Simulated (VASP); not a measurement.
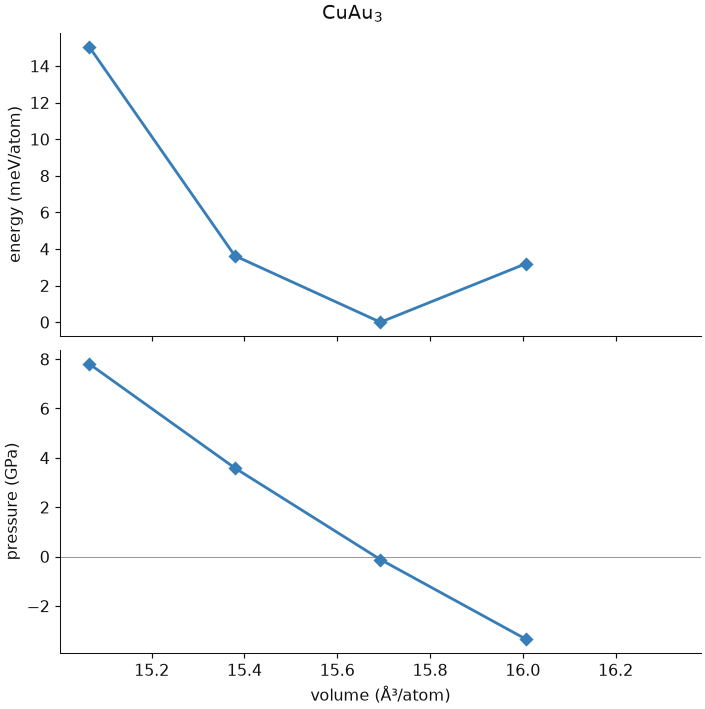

The figure shows the energy and pressure against volume for CuAu₃, space group Pm-3m (No. 221).

The given structure:
```
Au Cu
1.0
     3.97426    0.00000    0.00000
     0.00000    3.97426    0.00000
     0.00000    0.00000    3.97426
Au Cu
3 1
Cartesian
  1.9871 1.9871 0.0000
  1.9871 0.0000 1.9871
  0.0000 1.9871 1.9871
  0.0000 0.0000 0.0000
```

Calculation (VASP 6.6.1): plane-wave DFT, no spin polarisation; energies at scaled volumes of the given cell, shape and fractions fixed, counted from the fit's minimum, third-order Birch-Murnaghan fit. Level: PBEsol.

k mesh 6×6×6; occupations Fermi–Dirac; smearing width 0.05 eV; potentials VASP PAW PBE potentials, recommended; wave cutoff 520 eV.

The point at volume 16.32 Å³/atom is left out of the plot. What does the calculation give there?

```csv
volume (Å³/atom),energy (meV/atom),pressure (GPa)
16.32,12.36,-6.24
```

Caveats: spin-orbit coupling left out, heavy elements.
